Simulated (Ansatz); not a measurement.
**GaP: single-point calculation**

The run: single-point calculation of GaP (F-43m, 32 atoms in the cell). Method and program: DFT PBE, scalar-relativistic, plane waves, PAW, no spin polarisation (Ansatz 0.2.0).

The structure derives from a Materials Project entry. It belongs to a series of runs on one base structure; here: the perfect crystal in a cell of 32 atoms.

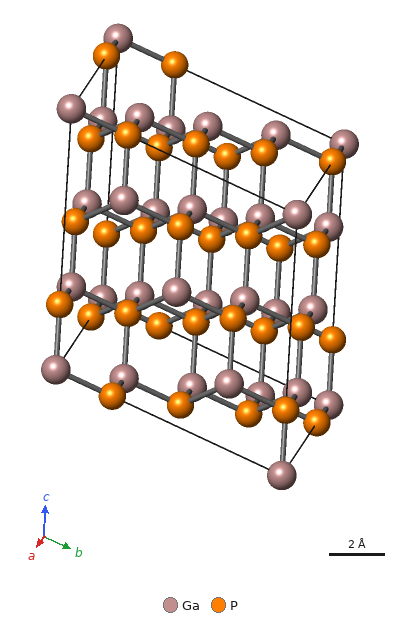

*The structure (ball-and-stick view of the cell of the calculation, seen slightly off an axis).*

Near neighbours in the crystal (not all of them lie inside the picture): Ga has 4 P at 2.38 Å; P has 4 Ga at 2.38 Å.

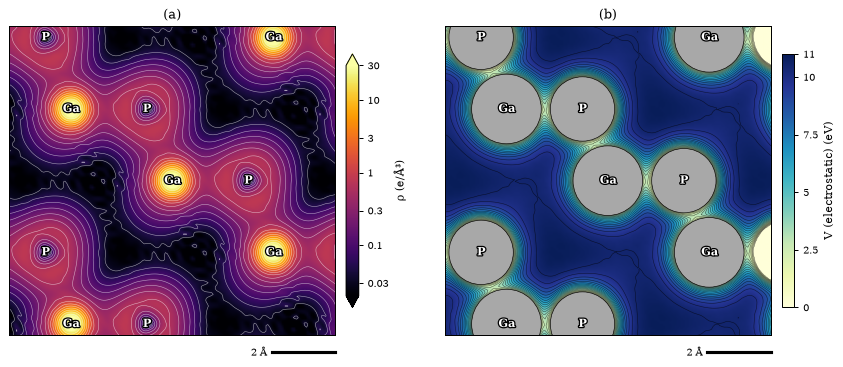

*(a) valence pseudo-density; (b) electrostatic potential (local pseudopotential plus Hartree) felt by an electron on the (010) plane of the calculation cell. Grey discs, where drawn, cover atomic cores.*

Atoms in the plane: Ga and P. Ga–P (2.38 Å): ρ at the midpoint is about 0.51 e/Å³. The density dies away to nearly zero in the voids. Outside the cores the potential energy rises away from the atoms and is highest about 2.3 Å from the nearest atoms; outside the discs it spans about 10 eV, and its zero is arbitrary. The fields are those of the smooth PAW valence density.

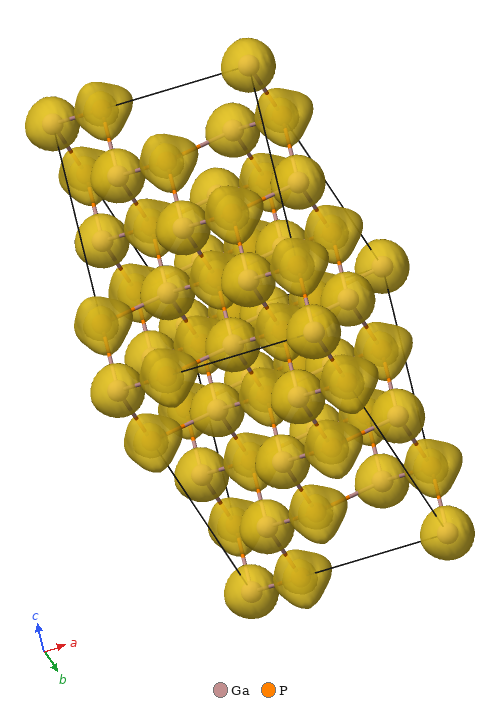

*Isosurface of the valence electron density at 0.6 e/Å³ (yellow), seen at an oblique angle. Sticks mark near contacts. The outline is the calculation cell.*

At this value the density breaks into separate islands; it holds about 60 % of the electrons treated as valence (semicore included). It is pinched off along the Ga–P (2.38 Å) contacts. On the grid the lowest density along these lines, outside the cores, is 0.51 e/Å³ (Ga–P, 2.38 Å).

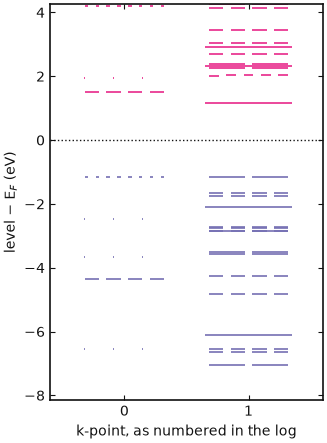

*Kohn–Sham levels near the Fermi level (dotted) at the few k-points that the log prints; levels within 0.02 eV of each other stand side by side.*

Among these points the highest filled and lowest empty levels are 2.30 eV apart, which is the gap on the mesh.

The input and output of the run follow.

## Input
```yaml
crystal:
  lattice:
    - [-5.5051169764, 5.5051169764, -5.5051169764]
    - [5.5051169764, -5.5051169764, -5.5051169764]
    - [-5.5051169764, -5.5051169764, 5.5051169764]
  atoms:
    - { symbol: Ga, position: [0.0, 0.25, 0.75] }
    - { symbol: Ga, position: [0.75, 0.25, 1.0] }
    - { symbol: Ga, position: [0.5, 0.25, 0.25] }
    - { symbol: Ga, position: [0.25, 0.0, 0.75] }
    - { symbol: Ga, position: [0.25, 0.25, 0.5] }
    - { symbol: Ga, position: [1.0, 1.0, 1.0] }
    - { symbol: Ga, position: [0.75, 0.0, 0.25] }
    - { symbol: Ga, position: [0.5, 0.75, 0.75] }
    - { symbol: Ga, position: [0.5, 0.0, 0.5] }
    - { symbol: Ga, position: [0.25, 0.75, 1.0] }
    - { symbol: Ga, position: [0.0, 0.75, 0.25] }
    - { symbol: Ga, position: [0.75, 0.5, 0.75] }
    - { symbol: Ga, position: [0.75, 0.75, 0.5] }
    - { symbol: Ga, position: [0.5, 0.5, 1.0] }
    - { symbol: Ga, position: [0.25, 0.5, 0.25] }
    - { symbol: Ga, position: [0.0, 0.5, 0.5] }
    - { symbol: P, position: [0.0, 0.5, 0.75] }
    - { symbol: P, position: [0.75, 0.5, 0.0] }
    - { symbol: P, position: [0.5, 0.5, 0.25] }
    - { symbol: P, position: [0.25, 0.25, 0.75] }
    - { symbol: P, position: [0.25, 0.5, 0.5] }
    - { symbol: P, position: [0.0, 0.25, 0.0] }
    - { symbol: P, position: [0.75, 0.25, 0.25] }
    - { symbol: P, position: [0.5, 0.0, 0.75] }
    - { symbol: P, position: [0.5, 0.25, 0.5] }
    - { symbol: P, position: [0.25, 0.0, 0.0] }
    - { symbol: P, position: [0.0, 0.0, 0.25] }
    - { symbol: P, position: [0.75, 0.75, 0.75] }
    - { symbol: P, position: [0.75, 0.0, 0.5] }
    - { symbol: P, position: [0.5, 0.75, 0.0] }
    - { symbol: P, position: [0.25, 0.75, 0.25] }
    - { symbol: P, position: [0.0, 0.75, 0.5] }
basis:
  ecutwfc: 420
  xc_grid: 2
kpoints:
  mp_grid: { grid: [2, 2, 2], shift: [0.5, 0.5, 0.5] }
hamiltonian:
  xc: pbe
scf:
  occupations: { method: gaussian, width: 0.01 }
output:
  forces: true
  stress: true
  eigenvalues: true
  write_density: true
  write_potential: true
  elf: true
  volumetric_format: npy
```

Run as:
```bash
ansatz run input.yaml --threads 4 --pin off --max-ram 10240MiB --backend cpu --events-out ev --progress --plain --runs-dir out
```

## What the program printed
```
Engine: ansatz 0.2.0, x86_64-unknown-linux-gnu
Pseudopotentials: kind: paw
Pseudopotential: Ga, paw, valence charge 13, recommended cutoff 420 eV (normal), Ga.paw.azcp
Pseudopotential: P, paw, valence charge 5, recommended cutoff 420 eV (normal), P.paw.azcp
Functional definition: PBE
  parameter kappa = 0.804
  parameter beta = 0.06672455060314922
  exchange = pbe_x(kappa = kappa, mu = beta*pi^2/3)
  correlation = pbe_c(beta = beta)
Crystal: 32 atoms, lattice volume = 667.359 Å³
Basis set: ecut = 420 eV, 13067 PW (Γ), exchange–correlation on 128×128×128 points (8 copies of the dense FFT grid, shifted against one another)
Bands: 176, of which v1, the nominal top of the filled ones, is band 144 counted from 1 (143 counted from 0)
Symmetry: 384 space group operations
Space group: F-43m (ITA 216), of the structure as read, at distance tolerance 8.7e-5 Å
k-points: 2 of 8 (time reversal used)
Non-local potential: Ga, projectors of the file, l = 0: 2, l = 1: 2, l = 2: 3, l = 3: 1
Non-local potential: P, projectors of the file, l = 0: 2, l = 1: 2, l = 2: 2
PAW form: soft (Blöchl's): semilocal exchange-correlation on the pseudo side does not see the compensation charge
PAW one-centre angular grid: Ga, 590 points (default); XC on 64 Gauss nodes
PAW one-centre angular grid: P, 110 points (default); XC on 64 Gauss nodes
Initial density: superposition of atomic densities (neutral atoms: chi_scale 0, normalization atom), corrected by the library's trained network
Initial wavefunctions: pseudopotential atomic-orbital guess
Functional: x = pbe(κ = 0.804, μ = 0.2195149727645171), c = pbe(β = 0.06672455060314922)
SCF iter   1: F=—  HF=-72632.963626 eV  |F-HF|=—  |Δ(HF+E_count)|=         —  Δρ=1.42e-3  dr2=2.19e-2  ethr=1.77e-3  ⟨swp⟩=7.5  Hψ=1482  notcnv=0
preconditioner: auto → Resta (q_TF=auto, 2.372 Å⁻¹)  ε∞=4.1  [insulator: Δε(μ)=2.295 eV  Ē_g=13.823 eV  σ=0.010 eV  W_gap=1.00  n_scr=140 (ndim 8)  ℏωp=24.4 eV  f_vac=0.015  D(μ)=0.00/eV (n_scr^D=0)  ε∞_Penn≈4.1]
SCF iter   2: F=—  HF=-72632.932122 eV  |F-HF|=—  |Δ(HF+E_count)|=   3.15e-2  Δρ=9.75e-4  dr2=6.57e-3  ethr=7.59e-6  ⟨swp⟩=3.0  Hψ=776  notcnv=0  defer=54
SCF iter   3: F=—  HF=-72632.931867 eV  |F-HF|=—  |Δ(HF+E_count)|=   2.55e-4  Δρ=3.97e-4  dr2=1.81e-3  ethr=2.28e-6  ⟨swp⟩=2.0  Hψ=596  notcnv=0  defer=54
SCF iter   4: F=—  HF=-72632.932571 eV  |F-HF|=—  |Δ(HF+E_count)|=   7.04e-4  Δρ=1.79e-4  dr2=2.17e-4  ethr=6.29e-7  ⟨swp⟩=2.0  Hψ=428  notcnv=0  defer=54
SCF iter   5: F=—  HF=-72632.932716 eV  |F-HF|=—  |Δ(HF+E_count)|=   1.45e-4  Δρ=4.17e-5  dr2=1.59e-5  ethr=7.52e-8  ⟨swp⟩=2.0  Hψ=586  notcnv=0  defer=54
SCF iter   6: F=—  HF=-72632.933008 eV  |F-HF|=—  |Δ(HF+E_count)|=   2.92e-4  Δρ=1.07e-5  dr2=4.54e-7  ethr=5.52e-9  ⟨swp⟩=2.0  Hψ=586  notcnv=0  defer=54
SCF iter   7: F=-72632.933009 eV  HF=-72632.933009 eV  |F-HF|=9.91e-9  |Δ(HF+E_count)|=   9.62e-7  Δρ=1.15e-6  dr2=4.91e-9  ethr=3.47e-11  ⟨swp⟩=16.5  Hψ=2819  notcnv=0
SCF 1 converged in 7 iterations: F = -72632.933009 eV  dr2 = 4.91e-9
  greatest PAW one-centre occupation: 0.994 electrons in one spin orbital (limit 2), on the Ga atom at site 15 (counted from 0), in its partial waves of l = 2
SCF converged after 7 iterations
Free energy (F): -72632.933009 eV
Harris-Foulkes:  -72632.933009 eV  (|F-HF|=9.91e-9)
Internal energy: -72632.933009 eV  (E = F + TS)
E sigma→0 (E₀):  -72632.933009 eV
Fermi energy:    7.249325 eV
--- Per-component energies (eV) ---
  E_band       = -1018.620013
  E_kinetic    = 2966.319490
  E_local      = -35527.483211  (includes V_loc(G=0)·N_el)
  E_nonlocal   = 7341.274291
  E_hartree    = 16402.761919
  E_xc         = -2085.051828
  E_vxc        = -1894.650630  (∫ρ·V_xc dr)
  E_paw        = -40936.799908  (= ΣΔE_a)
  E_vpaw       = -6709.612962  (= ΣTr[D̂ρ^β])
  E_aug_tail   = -0.001381  (compensation charges beyond the density's cutoff)
  E_ewald      = -20793.952382
  E_smearing   = -0.000000  (= −TS)
  E_closure    = 0.000000  (closes the sum)
  Σ components = -72632.933009   (vs F -72632.933009, Δ=0.00e0)
--- Forces (eV/Å), atoms counted from 1 ---
  atom   1  Ga     0.00000000     0.00000000    -0.00000000
  atom   2  Ga     0.00000000     0.00000000     0.00000000
  atom   3  Ga     0.00000000     0.00000000     0.00000000
  atom   4  Ga     0.00000000     0.00000000    -0.00000000
  atom   5  Ga     0.00000000     0.00000000     0.00000000
  atom   6  Ga     0.00000000     0.00000000    -0.00000000
  atom   7  Ga     0.00000000     0.00000000    -0.00000000
  atom   8  Ga     0.00000000     0.00000000    -0.00000000
  atom   9  Ga     0.00000000     0.00000000    -0.00000000
  atom  10  Ga     0.00000000     0.00000000    -0.00000000
  atom  11  Ga     0.00000000     0.00000000     0.00000000
  atom  12  Ga     0.00000000     0.00000000     0.00000000
  atom  13  Ga     0.00000000     0.00000000    -0.00000000
  atom  14  Ga     0.00000000     0.00000000     0.00000000
  atom  15  Ga     0.00000000     0.00000000    -0.00000000
  atom  16  Ga     0.00000000     0.00000000     0.00000000
  atom  17  P      0.00000000     0.00000000     0.00000000
  atom  18  P      0.00000000     0.00000000     0.00000000
  atom  19  P      0.00000000     0.00000000    -0.00000000
  atom  20  P      0.00000000     0.00000000     0.00000000
  atom  21  P      0.00000000     0.00000000     0.00000000
  atom  22  P      0.00000000     0.00000000     0.00000000
  atom  23  P      0.00000000     0.00000000    -0.00000000
  atom  24  P      0.00000000     0.00000000     0.00000000
  atom  25  P      0.00000000     0.00000000     0.00000000
  atom  26  P      0.00000000     0.00000000     0.00000000
  atom  27  P      0.00000000     0.00000000     0.00000000
  atom  28  P      0.00000000     0.00000000     0.00000000
  atom  29  P      0.00000000     0.00000000     0.00000000
  atom  30  P      0.00000000     0.00000000     0.00000000
  atom  31  P      0.00000000     0.00000000     0.00000000
  atom  32  P      0.00000000     0.00000000     0.00000000
  max |Σ_I F_I| component: 1.01e-25 eV/Å
--- Stress (GPa, compression-positive) ---
        0.076893      -0.000000       0.000000
       -0.000000       0.076893      -0.000000
        0.000000      -0.000000       0.076893
  P = ⅓ Tr σ = 0.0769 GPa (0.769 kbar)
--- Band table (eV) ---
  k-point 0: bands = ["-7.8539", "-7.8539", "-7.8539", "-7.8539", "-7.8539", "-7.8539", "-7.8539", "-7.8539", "-7.8539", "-7.8539", "-7.8539", "-7.8539", "-7.8085", "-7.8085", "-7.8085", "-7.8085", "-7.7564", "-7.7564", "-7.7564", "-7.7564", "-7.7564", "-7.7564", "-7.7564", "-7.7564", "-7.7343", "-7.7343", "-7.7343", "-7.7343", "-7.7343", "-7.7343", "-7.7343", "-7.7343", "-7.7343", "-7.7343", "-7.7343", "-7.7343", "-7.7273", "-7.7273", "-7.7273", "-7.7273",
      "-7.7273", "-7.7273", "-7.7273", "-7.7273", "-7.7273", "-7.7273", "-7.7273", "-7.7273", "-7.6919", "-7.6919", "-7.6919", "-7.6919", "-7.6919", "-7.6919", "-7.6919", "-7.6919", "-7.6919", "-7.6919", "-7.6919", "-7.6919", "-7.6778", "-7.6778", "-7.6778", "-7.6778", "-7.6778", "-7.6778", "-7.6778", "-7.6778", "-7.6675", "-7.6675", "-7.6675", "-7.6675", "-7.6675", "-7.6675", "-7.6675", "-7.6675", "-7.6675", "-7.6675", "-7.6675", "-7.6675",
      "-4.8119", "-4.8119", "-4.8119", "-4.8119", "-3.2738", "-3.2738", "-3.2738", "-3.2738", "-3.2738", "-3.2738", "-3.2738", "-3.2738", "-3.2738", "-3.2738", "-3.2738", "-3.2738", "0.7033", "0.7033", "0.7033", "0.7033", "0.7033", "0.7033", "0.7033", "0.7033", "0.7033", "0.7033", "0.7033", "0.7033", "2.9034", "2.9034", "2.9034", "2.9034", "3.5981", "3.5981", "3.5981", "3.5981", "3.5981", "3.5981", "3.5981", "3.5981",
      "3.5981", "3.5981", "3.5981", "3.5981", "4.7623", "4.7623", "4.7623", "4.7623", "4.7623", "4.7623", "4.7623", "4.7623", "4.7623", "4.7623", "4.7623", "4.7623", "6.0795", "6.0795", "6.0795", "6.0795", "6.0795", "6.0795", "6.0795", "6.0795", "8.7669", "8.7669", "8.7669", "8.7669", "9.1834", "9.1834", "9.1834", "9.1834", "9.1834", "9.1834", "9.1834", "9.1834", "9.1834", "9.1834", "9.1834", "9.1834",
      "11.4377", "11.4377", "11.4377", "11.4377", "11.4377", "11.4377", "11.4377", "11.4377", "11.5632", "11.5632", "11.5632", "11.5632", "11.5632", "11.5632", "11.5632", "11.5632"]
  k-point 1: bands = ["-7.8687", "-7.8687", "-7.8642", "-7.8527", "-7.8527", "-7.8527", "-7.8527", "-7.8404", "-7.8404", "-7.8404", "-7.8404", "-7.8299", "-7.8299", "-7.8299", "-7.8299", "-7.7897", "-7.7614", "-7.7614", "-7.7454", "-7.7454", "-7.7454", "-7.7454", "-7.7453", "-7.7453", "-7.7453", "-7.7453", "-7.7434", "-7.7434", "-7.7434", "-7.7434", "-7.7419", "-7.7419", "-7.7419", "-7.7419", "-7.7384", "-7.7384", "-7.7384", "-7.7384", "-7.7228", "-7.7228",
      "-7.7228", "-7.7228", "-7.7219", "-7.7219", "-7.7195", "-7.7195", "-7.7144", "-7.7144", "-7.7054", "-7.7012", "-7.7012", "-7.6885", "-7.6885", "-7.6885", "-7.6885", "-7.6881", "-7.6881", "-7.6881", "-7.6881", "-7.6826", "-7.6761", "-7.6760", "-7.6760", "-7.6760", "-7.6760", "-7.6746", "-7.6746", "-7.6746", "-7.6746", "-7.6729", "-7.6729", "-7.6729", "-7.6729", "-7.6708", "-7.6708", "-7.6708", "-7.6708", "-7.6640", "-7.6640", "-7.6622",
      "-5.2979", "-4.3430", "-4.3430", "-4.3430", "-4.3430", "-3.6758", "-3.6758", "-3.6758", "-3.6758", "-3.4827", "-3.0251", "-3.0251", "-3.0251", "-3.0251", "-2.6879", "-2.6879", "0.1894", "0.1894", "0.6069", "0.6069", "0.6069", "0.6069", "0.7132", "0.7132", "0.7132", "0.7132", "1.1417", "2.4157", "2.4157", "2.4157", "2.4157", "2.9969", "2.9969", "2.9969", "2.9969", "3.6729", "3.6729", "3.7491", "3.7491", "4.3860",
      "4.3860", "4.4146", "4.4146", "4.4146", "4.4146", "4.4911", "4.4911", "4.4911", "4.4911", "4.5253", "4.5253", "4.5253", "4.5253", "5.1396", "5.4948", "5.4948", "5.4948", "5.4948", "5.5987", "5.5987", "5.5987", "5.5987", "6.0975", "6.0975", "8.4011", "9.2564", "9.2742", "9.2742", "9.2742", "9.2742", "9.5100", "9.5100", "9.5653", "9.6412", "9.6412", "9.9606", "9.9606", "9.9606", "9.9606", "10.1507",
      "10.2936", "10.2936", "10.2936", "10.2936", "10.7108", "10.7108", "10.7108", "10.7108", "11.3842", "11.3842", "11.3842", "11.3842", "11.5117", "11.5117", "11.8644", "11.8644"]
```

## Key numbers

- outcome: converged
- space group (tolerance 0.01 Å): F-43m (216)
- electrons treated: 288
- free energy: −72632.9330 eV
- Fermi energy: 7.249 eV
- gap on the k-point mesh: 2.30 eV
- pressure: 0.08 GPa
- largest force (length of the vector): under 0.001 eV/Å
- hardware: 4 threads of Intel Xeon @ 2.50GHz (Skylake/Cascade Lake), 192 GiB of memory available, shared host
- wall time: 16 s (CPU time 57 s)
- peak memory: 1.4 GiB
